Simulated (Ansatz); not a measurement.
**Si₂W: density, localisation and related maps**

```yaml
crystal:
  lattice:
    - [4.46168, 0.00000, 0.00000]
    - [0.00000, 7.92601, 0.00000]
    - [0.00000, 0.00000, 6.60331]
  atoms:
    - { symbol: Si, position: [0.50000, 0.33618, 0.50000] }
    - { symbol: Si, position: [0.00000, 0.83618, 0.50000] }
    - { symbol: Si, position: [0.74573, 0.41809, 0.83333] }
    - { symbol: Si, position: [0.24573, 0.91809, 0.83333] }
    - { symbol: Si, position: [0.25427, 0.41809, 0.16667] }
    - { symbol: Si, position: [0.75427, 0.91809, 0.16667] }
    - { symbol: Si, position: [0.00000, 0.16382, 0.50000] }
    - { symbol: Si, position: [0.50000, 0.66382, 0.50000] }
    - { symbol: Si, position: [0.75427, 0.08191, 0.83333] }
    - { symbol: Si, position: [0.25427, 0.58191, 0.83333] }
    - { symbol: Si, position: [0.24573, 0.08191, 0.16667] }
    - { symbol: Si, position: [0.74573, 0.58191, 0.16667] }
    - { symbol: W, position: [0.75000, 0.25000, 0.16667] }
    - { symbol: W, position: [0.25000, 0.75000, 0.16667] }
    - { symbol: W, position: [0.25000, 0.25000, 0.83333] }
    - { symbol: W, position: [0.75000, 0.75000, 0.83333] }
    - { symbol: W, position: [0.50000, 0.00000, 0.50000] }
    - { symbol: W, position: [0.00000, 0.50000, 0.50000] }
```

Space group C222; a structure from a database of computed crystals, not necessarily the ambient phase; changed on purpose from its base cell (strain -0.0250 x Voigt [1, 0, 0, 0, 0, 0], atoms carried along); computed pressure about 6 GPa in this cell.

All numbers below come from Ansatz 0.2.0, DFT PBEsol, scalar-relativistic, plane waves, PAW.

Core electrons are frozen (PAW), and the valence fields are smoothed inside the atomic spheres.

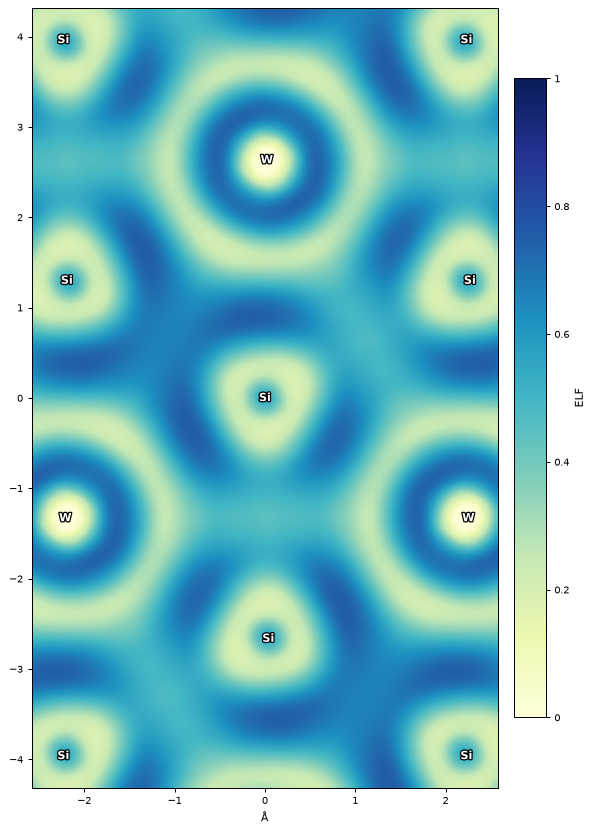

Figure 1. ELF on the (001) plane of the conventional cell.

Describe what can be read from this map.

The plane passes through Si and W nuclei.
Si–Si (2.55 Å): the ELF peaks at about 0.70 between the atoms.
Si–W (2.58 Å): the ELF peaks at about 0.75 in the valence shell of Si, 0.9 Å from its nucleus, and is about 0.45 at the midpoint.
Si–Si (2.61 Å): the ELF peaks at about 0.55 in the valence shell of Si, 0.9 Å from its nucleus, and is about 0.45 at the midpoint.
Si–W (2.61 Å): the ELF peaks at about 0.75 in the valence shell of Si, 0.9 Å from its nucleus, and is about 0.45 at the midpoint.
Si–Si (2.66 Å): the ELF peaks at about 0.50 in the valence shell of Si, 0.9 Å from its nucleus, and is about 0.45 at the midpoint.
The features right at W lie inside the PAW spheres, where the map follows smoothed inner orbitals and isn't to be read closely.

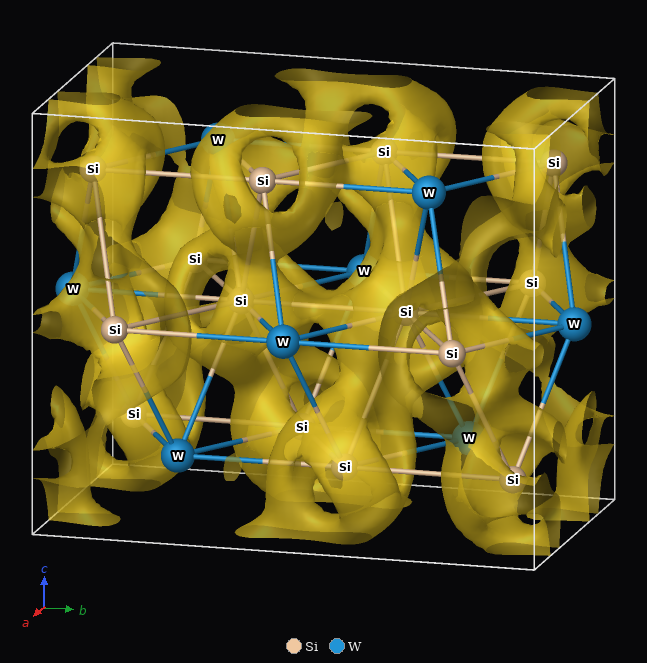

Figure 2. Isosurface of the electron localisation function at 0.6 (yellow), seen slightly off an axis. Only the valence region is drawn (cores and ρ < 0.01 e/Å³ removed). Sticks mark near contacts.

Describe the localisation domains.

The ELF exceeds this value in channels that run through the cell in one direction, counted in one cell of 18 atoms. Any copies at cell faces, edges or corners count once. Profiles from the grid: Si–Si (2.54 Å): the ELF peaks at about 0.70 between the atoms. Si–W (2.56 Å): the ELF peaks at about 0.70 in the valence shell of Si, 0.9 Å from its nucleus, and is about 0.45 at the midpoint.

Does the calculation make it a metal, or give it a gap?

It is metallic or semimetallic at this level of theory: no gap opens.
